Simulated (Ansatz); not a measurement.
AlGa₃N₄

Input file:

```
crystal:
  lattice:
    - [4.9880806634, 0.0, 0.0001196802]
    - [0.0, 3.0700352566, 0.0]
    - [-0.0034781191, 0.0, 5.3963167256]
  atoms:
    - { symbol: Al, position: [0.0006034227, 0.5, 0.6673576245] }
    - { symbol: Ga, position: [0.499116703, 0.5, 0.3349195796] }
    - { symbol: Ga, position: [0.4990273845, 0.0, 0.8315570005] }
    - { symbol: Ga, position: [0.9998617813, 0.0, 0.1661805284] }
    - { symbol: "N", position: [0.1196687538, 0.5, 0.3400974154] }
    - { symbol: "N", position: [0.1176459792, 0.0, 0.8263760592] }
    - { symbol: "N", position: [0.6204436392, 0.0, 0.1662162869] }
    - { symbol: "N", position: [0.6312323464, 0.5, 0.6672965055] }
basis:
  ecutwfc: 420
kpoints:
  mp_grid: { grid: [6, 8, 6] }
hamiltonian:
  xc: pbesol
scf:
  occupations: { method: gaussian, width: 0.05 }
output:
  forces: true
  stress: true
  eigenvalues: true
  write_density: true
  write_potential: true
  elf: true
  volumetric_format: npy
```

Command:

```sh
ansatz run input.yaml --threads 2 --pin off --max-ram 5120MiB --backend cpu --events-out ev --progress --plain --runs-dir out
```

Below, planes, directions and counts refer to the conventional cell (a = 4.99 Å, b = 3.07 Å, c = 5.40 Å, α = 90.00°, β = 90.04°, γ = 90.00°).

Space group Pm; a structure from a database of computed crystals, not necessarily the ambient phase; changed on purpose from its base cell (strain -0.030 along x and y, -0.015 along z, atoms carried along); computed pressure about 17 GPa in this cell.

Theory: DFT PBEsol, scalar-relativistic, plane waves, PAW (Ansatz 0.2.0).

The density is the valence pseudo-density of a PAW calculation; it isn't the true density close to the nuclei.

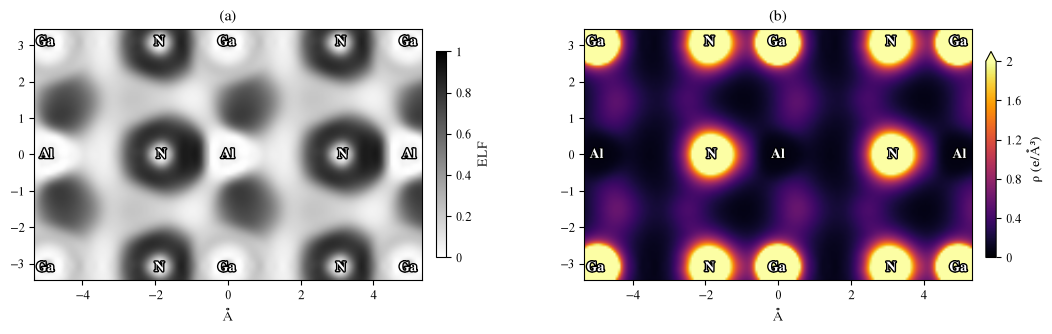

Figure 1. (a) ELF; (b) valence charge density (pseudo) on the (011̄) plane of the conventional cell.

Interpret the plot.

- The section cuts through Al, Ga and N sites.
- Atoms just off the plane (Ga, 0.9 Å away and N, 0.9 Å away) can leave unmarked features too.
- Al–N (1.84 Å): the density is about 0.75 e/Å³ at the midpoint; the ELF peaks at about 0.90 between the atoms, as expected for a shared but strongly polarised pair.
- Ga–N (1.89 Å): the density is about 0.84 e/Å³ at the midpoint; the ELF peaks at about 0.85 in the valence shell of N, 0.6 Å from its nucleus, and is about 0.50 at the midpoint.
- Between the atoms the lowest density in this plane is 0.08 e/Å³.

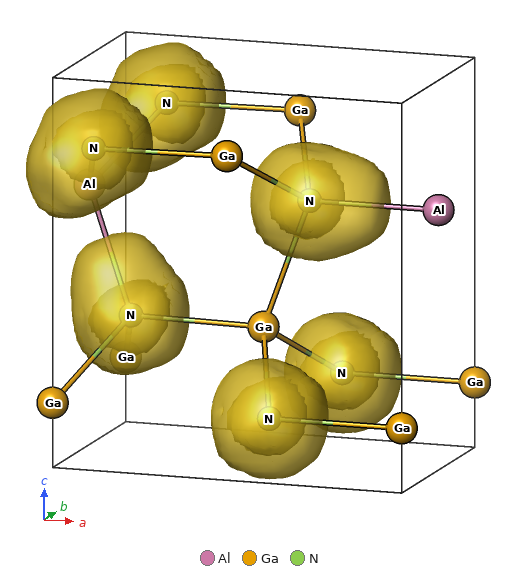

Figure 2. Isosurface of the ELF at 0.75 (yellow), seen slightly off an axis. Only the valence region is drawn (cores and ρ < 0.01 e/Å³ removed). Sticks mark near contacts.

Describe the localisation domains.

At this value the surface marks out three regions on N in which the atom's valence shell and bonds are merged and one region wrapped around N (its valence shell), counted in one cell of 8 atoms. Any copies at cell faces, edges or corners count once.


 Ga–N (1.88 Å): the ELF peaks at about 0.85 in the valence shell of N, 0.6 Å from its nucleus, and is about 0.50 at the midpoint.

Metal or insulator at this level of theory?

It is gapped, with a Kohn–Sham gap of 2.9 eV on the k-point mesh, an upper bound to the gap of this method.
